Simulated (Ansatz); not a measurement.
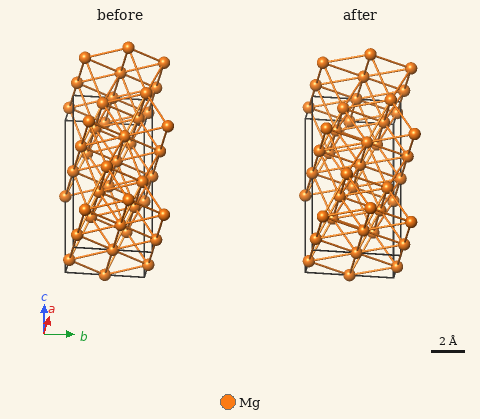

The structure of a crystal of Mg (a generated structure, set up in Fddd) before (left) and after (right) a relaxation, at one scale.

Style: ball-and-stick. Shown: the conventional cell (4 times the calculation's cell), repeated 3 × 1 × 1 with one cell outlined, from a free direction. Lengths and directions refer to the drawn axes.

Level of theory: DFT PBE, scalar-relativistic, plane waves, PAW (Ansatz 0.2.0). (plane-wave cutoff 420 eV; k-point mesh 20 × 20 × 20; occupations gaussian; smearing width 0.1 eV; no spin polarisation; cell and atoms relaxed; force threshold 0.01 eV/Å; at most 80 steps)

Q: What changed between the two?

A: No atom moves by more than 0.005 Å relative to the cell. The drawn cell changes as follows: a 3.516 → 3.138 Å (−10.7 %), b 4.971 → 5.555 Å (+11.7 %), c 10.608 → 10.729 Å (+1.1 %); the volume changes by +0.9 %. Near-neighbour distances that change, for instance: Mg–Mg 3.516 → 3.138 Å, Mg–Mg 3.044 → 3.190 Å, Mg–Mg 3.058 → 3.121 Å. The space group stays Fddd (No. 70). After 6 accepted moves (8 points after the start) the energy has fallen by 81.3 meV per atom. All forces vanish by symmetry, so only the cell relaxes. Pressure: 1.78 GPa at the start and 0.00 GPa at the end. At 2 points the geometry stayed and the basis and grid were re-selected for the new cell (energy shift of 0.2 meV per atom at most each time). The run took 3 min on 1 thread of Intel(R) Xeon(R) 6975P-C (Granite Rapids) (shared host), peak memory 0.96 GiB.
